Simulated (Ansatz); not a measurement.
**Run report: MnAs, geometry relaxation (part 2 of 2)**

Continued. System: MnAs (P6₃/mmc, 4 atoms in the cell). Method: DFT PBEsol, scalar-relativistic, plane waves, PAW, spin-polarised (Ansatz 0.2.0); cutoff 420 eV, 12×12×8 k-mesh, Gaussian smearing of 0.1 eV, collinear spins. The structure derives from an entry of the Crystallography Open Database. It belongs to a series of runs on one base structure; here: volume × 0.91, shape and atoms relaxed.

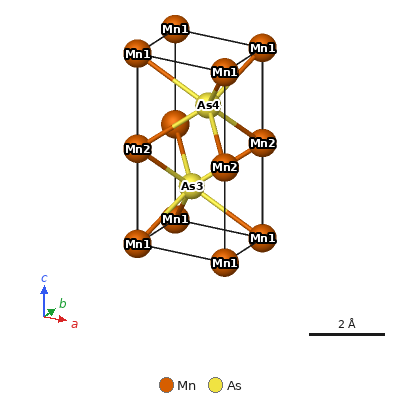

The geometry at step 3 of the log (ball-and-stick view of the cell of the calculation, seen slightly off an axis; atoms are numbered from 1 in the order of the input).

```
basis re-selected at this cell: Δ(F+E_penalty+E_count) = -6.414e-6 eV, ΔP = +0.000 GPa vs the last step (what re-selecting the basis moved, of the pressure what is left beyond the Pulay correction that the steps carried, after the strain that the cell walked since its last selection, with what the two solves' SCF thresholds leave and, on support functions, any second-order correction that the steps lacked; it is no measure of the basis error at this ecutwfc). This SCF's stress stands 1.23e-2 GPa from its target on what of the cell is left free (relax.cell.stress_tol is 1.00e-1 GPa) and its largest allowed force component is 2.83e-17 eV/Å (relax.f_tol is 1.00e-2 eV/Å): within both
an SCF from antiferromagnetic starting moments (-2.66, 2.66, 0.00, 0.00 Bohr magnetons, atom by atom) was not made, so that it is not known whether that order lies lower: the deck asks for what bars it, or types moments that do (magnetization.spin_polarized, in the input reference, names some of the keys), or the run goes by scf.lower_state_search: light, the default, which as a rule tries one only behind a close that has lost an order of both signs, or on which an open d or half-filled 4f shell of a PAW file has lost a moment that was set nearer to Hund's than to what is left; or, under a Hubbard U, one that names an f shell that the input leaves bare beside given moments, or a larger moment for a shell of low spin that is given one. standard, with a start from the atoms, tries one behind each close (in a relaxation, ahead of its steps or at their end). To set out from that order, type those moments (crystal.atoms[].spin; where shells were raised to Hund's moment, beside crystal.symmetry.detect: false) under scf.lower_state_search: light. The bands of the close that named these starting moments, or of the one ahead of a search that led to it (under cold or Methfessel-Paxton smearing those of the Gaussian ahead of it) read a cost of +18.99 meV for the turn to them, carried on from a small turn (+18.99 by the pairs of d shells alone)
SCF converged after 6 iterations
Magnetization: 3.8790 μB (31.9395 up, 28.0605 down)
Absolute magnetization: 4.2897 μB (∫|ρ↑−ρ↓|, with the PAW one-centre terms)
Spin contamination: 0.0809 ħ² per cell (⟨S²⟩ above its minimum at these occupations)
Per-site moments (μB) at R_I (Å): [(1.9020594070946137, 0.9817637083403963), (1.9020594070946142, 0.9817637083403962), (-0.058715254921678145, 0.9817637083403963), (-0.058715254921677965, 0.9817637083403962)]
Free energy (F): -17364.282135 eV
Harris-Foulkes:  -17364.282135 eV  (|F-HF|=6.18e-11)
Internal energy: -17364.266065 eV  (E = F + TS)
E sigma→0 (E₀):  -17364.274100 eV
Entropy (-TS):   -0.016069 eV (-4.017 meV/atom)
Fermi energy:    17.415950 eV
--- Per-component energies (eV) ---
  E_band       = -677.908010
  E_kinetic    = 835.248539
  E_local      = -6246.965061  (includes V_loc(G=0)·N_el)
  E_nonlocal   = -846.844151
  E_hartree    = 3090.000827
  E_xc         = -390.222138
  E_vxc        = -458.270460  (∫ρ·V_xc dr)
  E_paw        = -6131.376334  (= ΣΔE_a)
  E_vpaw       = -141.078106  (= ΣTr[D̂ρ^β])
  E_aug_tail   = -0.000005  (compensation charges beyond the density's cutoff)
  E_ewald      = -7676.379900
  E_core_change = 2.272158  (= ΣΔE_core)
  E_smearing   = -0.016069  (= −TS)
  E_closure    = 0.000000  (closes the sum)
  Σ components = -17364.282135   (vs F -17364.282135, Δ=0.00e0)
--- Forces (eV/Å), atoms counted from 1 ---
  atom   1  Mn    -0.00000000    -0.00000000    -0.00000000
  atom   2  Mn     0.00000000    -0.00000000     0.00000000
  atom   3  As    -0.00000000    -0.00000000     0.00000000
  atom   4  As     0.00000000     0.00000000    -0.00000000
  max |Σ_I F_I| component: 6.94e-18 eV/Å
--- Stress (GPa, compression-positive) ---
       11.663183       0.000000       0.000000
        0.000000      11.663183      -0.000000
        0.000000      -0.000000      11.681670
  P = ⅓ Tr σ = 11.6693 GPa (116.693 kbar)
--- Band table (eV; the first three rows and the last of 190) ---
  k-point 0 ↑: bands = ["-62.5999", "-62.5708", "-31.5637", "-31.5546", "-31.5546", "-31.5265", "-31.5265", "-31.3028", "-18.6029", "-18.6029", "-18.5846", "-18.5846", "-18.5838", "-18.5812", "-18.5723", "-18.5723", "-18.5668", "-18.5668", "2.6129", "6.2427", "9.7595", "12.7454", "12.7454", "13.7979", "14.6414", "14.6414", "15.0762", "15.0762", "16.3927", "16.3927", "18.3067", "18.4452", "18.4452", "19.7256", "21.7657", "21.8801", "21.8801", "25.0144", "25.0144", "25.8454"]
  k-point 1 ↑: bands = ["-62.5988", "-62.5719", "-31.5539", "-31.5536", "-31.5536", "-31.5276", "-31.5276", "-31.3128", "-18.6022", "-18.6022", "-18.5854", "-18.5854", "-18.5837", "-18.5813", "-18.5720", "-18.5720", "-18.5670", "-18.5670", "2.6940", "5.9252", "10.1712", "12.8080", "12.8080", "13.8255", "14.6853", "14.6853", "14.9469", "14.9469", "16.2246", "16.2246", "18.1531", "18.7271", "18.7271", "19.3460", "21.8164", "21.8164", "21.9438", "25.0562", "25.0562", "26.0958"]
  k-point 2 ↑: bands = ["-62.5956", "-62.5750", "-31.5505", "-31.5505", "-31.5306", "-31.5306", "-31.5259", "-31.3414", "-18.6002", "-18.6002", "-18.5874", "-18.5874", "-18.5834", "-18.5815", "-18.5714", "-18.5714", "-18.5676", "-18.5676", "2.9353", "5.2493", "11.1116", "12.9931", "12.9931", "13.8597", "14.5996", "14.5996", "14.8135", "14.8135", "15.9022", "15.9022", "17.7896", "18.4904", "19.3535", "19.3535", "21.6154", "21.6154", "22.4213", "25.1929", "25.1929", "26.0140"]
  k-point 94 ↓: bands = ["-60.4802", "-60.4802", "-29.5139", "-29.5139", "-29.4296", "-29.4296", "-29.4268", "-29.4268", "-18.6099", "-18.6099", "-18.6081", "-18.6081", "-18.5935", "-18.5935", "-18.5802", "-18.5802", "-18.5782", "-18.5782", "6.0182", "6.0182", "11.2282", "11.2282", "12.3237", "12.3237", "14.4655", "14.4655", "17.1397", "17.1397", "17.3262", "17.3262", "18.4086", "18.4086", "18.6945", "18.6945", "22.3658", "22.3658", "24.7854", "24.7854", "26.8317", "26.8317"]
--- Relaxed structure (3 steps of the walk, 3 accepted, 1 SCFs on fresh bases) ---
  F+E_penalty+E_count = -17364.28213486 eV   max|allowed force component| = 2.833e-17 eV/Å   (the final SCF, on the basis selected at the relaxed cell)
  cell:  # Å, volume = 53.7280 Å³
    - [3.4470466014622585, 2.880919160204183e-11, 2.093470627143607e-34]
    - [-1.7235233007560786, 2.985229924880725, -2.032752175006701e-34]
    - [3.151794813052811e-34, -1.7141340211339849e-34, 5.221261297671755]
  atoms:
    - { symbol: Mn, position: [-1.7484258898039812e-35, -1.7689064474995794e-35, -5.6904314451068906e-36] }
    - { symbol: Mn, position: [-3.751219124538437e-35, -1.9701090765816473e-35, 0.49999999999999994] }
    - { symbol: As, position: [0.33333333333333326, 0.6666666666666666, 0.24999999999999997] }
    - { symbol: As, position: [0.6666666666666667, 0.33333333333333326, 0.7499999999999999] }
--- Löwdin populations: 4 sites ---
  site symbol       q [e]    m [muB]
     0     Mn     14.5941     2.0547
     1     Mn     14.5941     2.0547
     2     As     15.2296    -0.1104
     3     As     15.2296    -0.1104
  spilling = 0.005874 (of n_electrons = 60.000000)
```

File populations.tsv
```
# site	symbol	l	j	q_up	q_dn
# orbitals = lowdin
# n_electrons = 60.000000
# spilling = 0.005874
0	Mn	0_3S	-	0.998783	0.998869
0	Mn	0_4S	-	0.252714	0.225158
0	Mn	1_3P	-	2.996212	2.995931
0	Mn	2_3D	-	4.076699	2.049777
1	Mn	0_3S	-	0.998783	0.998869
1	Mn	0_4S	-	0.252714	0.225158
1	Mn	1_3P	-	2.996212	2.995931
1	Mn	2_3D	-	4.076699	2.049777
2	As	0_4S	-	0.811004	0.806685
2	As	1_4P	-	1.749659	1.864785
2	As	2_3D	-	4.998972	4.998543
3	As	0_4S	-	0.811004	0.806685
3	As	1_4P	-	1.749659	1.864785
3	As	2_3D	-	4.998972	4.998543
```

Trajectory as extended XYZ (Å, eV, eV/Å), 4 frames, from step=1 to step=4
```
4
Lattice="3.4540 0.0000 0.0000 -1.7270 2.9913 0.0000 0.0000 0.0000 5.2002" Properties=species:S:1:pos:R:3:forces:R:3 step=1 energy=-17364.28168 pressure_GPa=11.78
Mn    0.0000    0.0000    0.0000    0.0000   0.0000   0.0000
Mn    0.0000    0.0000    2.6001    0.0000   0.0000   0.0000
As    0.0000    1.9942    1.3000    0.0000   0.0000   0.0000
As    1.7270    0.9971    3.9001    0.0000   0.0000   0.0000
4
Lattice="3.4504 0.0000 0.0000 -1.7252 2.9881 0.0000 0.0000 0.0000 5.2112" Properties=species:S:1:pos:R:3:forces:R:3 step=2 energy=-17364.28202 pressure_GPa=11.72
Mn    0.0000    0.0000    0.0000    0.0000   0.0000   0.0000
Mn    0.0000    0.0000    2.6056    0.0000   0.0000   0.0000
As    0.0000    1.9921    1.3028    0.0000   0.0000   0.0000
As    1.7252    0.9960    3.9084    0.0000   0.0000   0.0000
4
Lattice="3.4470 0.0000 0.0000 -1.7235 2.9852 0.0000 0.0000 0.0000 5.2213" Properties=species:S:1:pos:R:3:forces:R:3 step=3 energy=-17364.28213 pressure_GPa=11.67
Mn    0.0000    0.0000    0.0000    0.0000   0.0000   0.0000
Mn    0.0000    0.0000    2.6106    0.0000   0.0000   0.0000
As    0.0000    1.9902    1.3053    0.0000   0.0000   0.0000
As    1.7235    0.9951    3.9159    0.0000   0.0000   0.0000
4
Lattice="3.4470 0.0000 0.0000 -1.7235 2.9852 0.0000 0.0000 0.0000 5.2213" Properties=species:S:1:pos:R:3:forces:R:3 step=4 energy=-17364.28214 pressure_GPa=11.67
Mn    0.0000    0.0000    0.0000    0.0000   0.0000   0.0000
Mn    0.0000    0.0000    2.6106    0.0000   0.0000   0.0000
As    0.0000    1.9902    1.3053    0.0000   0.0000   0.0000
As    1.7235    0.9951    3.9159    0.0000   0.0000   0.0000
```

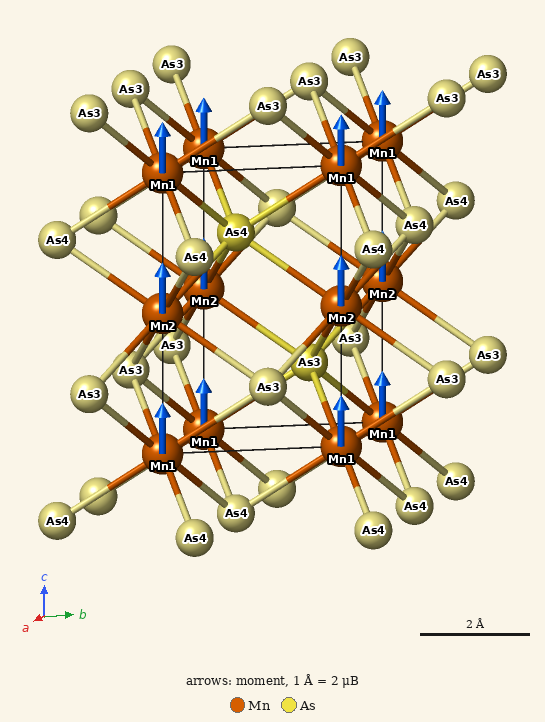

Magnetic moments of the sites as blue arrows (ball-and-stick view of the cell of the calculation, seen slightly off an axis; neighbours outside the cell are drawn fainter; atoms are numbered from 1 in the order of the input); small moments hardly show. The run is collinear, so the axis drawn is arbitrary. Site moments: Mn1, Mn2 (1.90 μB); As3, As4 (−0.06 μB). They are counted near the atoms and needn't add up to the moment of the cell.

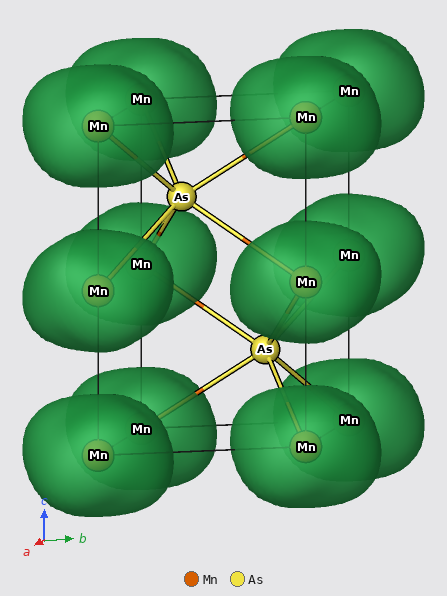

Isosurface of the magnetisation density (up minus down) at +0.04 e/Å³ (green), seen slightly off an axis. Sticks mark near contacts. The outline is the cell set on symmetry axes. The cell of the calculation (4 atoms) carries 3.9 μB net. In a PAW calculation such maps are meaningful between the atoms, not at the nuclei.

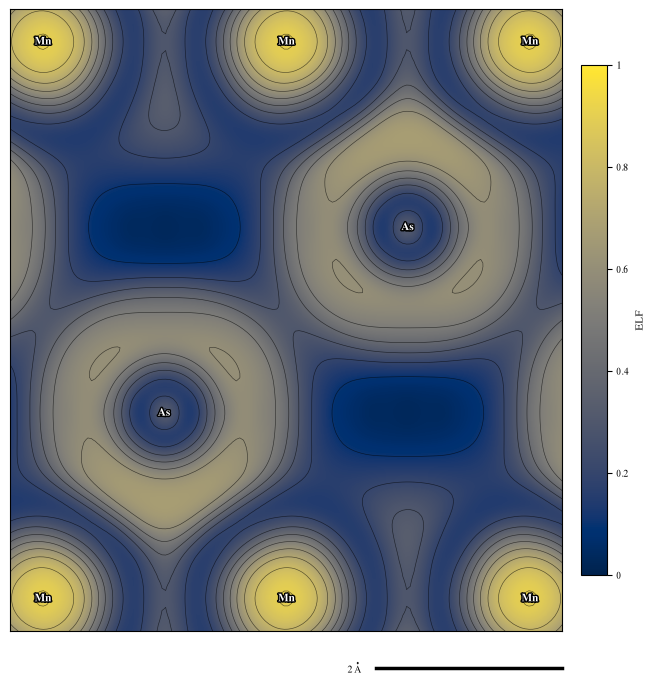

Electron localisation function on the (110) plane of the conventional cell. Atoms in the plane: Mn and As. Mn–As (2.38 Å): the ELF is about 0.45 at the midpoint; no shared pair; the contact is polar. The strong features right at Mn lie inside the PAW spheres (semicore, d or f shells) and say nothing about bonding.

The run was set up as follows.

Input file
```yaml
crystal:
  lattice:
    - [3.4540309463, 0.0, 0.0]
    - [-1.7270154732, 2.991278545, 0.0]
    - [0.0, 0.0, 5.2001669761]
  atoms:
    - { symbol: Mn, position: [0.0, 0.0, 0.0], spin: 2.66 }
    - { symbol: Mn, position: [0.0, 0.0, 0.5], spin: 2.66 }
    - { symbol: As, position: [0.3333333333, 0.6666666667, 0.25] }
    - { symbol: As, position: [0.6666666667, 0.3333333333, 0.75] }
basis:
  ecutwfc: 420
kpoints:
  mp_grid: { grid: [12, 12, 8] }
hamiltonian:
  xc: pbesol
scf:
  occupations: { method: gaussian, width: 0.1 }
output:
  forces: true
  stress: true
  eigenvalues: true
  populations: true
  write_density: true
  write_potential: true
  elf: true
  volumetric_format: npy
magnetization:
  spin_polarized: true
relax:
  adjacent_minimum: "off"
  f_tol: 0.01
  max_steps: 30
  cell: { stress_tol: 0.1, fix: [volume] }
```

Run as:
```bash
ansatz run input.yaml --threads 1 --pin off --max-ram 2560MiB --backend cpu --events-out ev --progress --plain --runs-dir out
```

Results in brief

```json
{"quantity": "outcome", "value": "converged"}
{"quantity": "space group (tolerance 0.01 Å)", "value": "P6₃/mmc (194)"}
{"quantity": "electrons treated", "value": "60"}
{"quantity": "free energy", "value": "−17364.2821 eV"}
{"quantity": "Fermi energy", "value": "17.416 eV"}
{"quantity": "gap on the k-point mesh", "value": "none (metallic)"}
{"quantity": "net moment of the cell", "value": "3.88 μB"}
{"quantity": "integrated absolute moment", "value": "4.29 μB"}
{"quantity": "pressure", "value": "11.67 GPa"}
{"quantity": "final volume", "value": "53.73 Å³"}
{"quantity": "largest force (length of the vector) at the end", "value": "under 0.001 eV/Å"}
{"quantity": "final cell", "value": "a = 3.447 Å, b = 3.447 Å, c = 5.221 Å, α = 90.00°, β = 90.00°, γ = 120.00°"}
{"quantity": "hardware", "value": "1 thread of Intel Xeon @ 2.50GHz (Skylake/Cascade Lake), 189 GiB of memory available, shared host"}
{"quantity": "wall time", "value": "4.1 min"}
{"quantity": "peak memory", "value": "0.63 GiB"}
```

Notes

The cell is under a pressure of 11.7 GPa at this level, so it is not at its equilibrium volume.
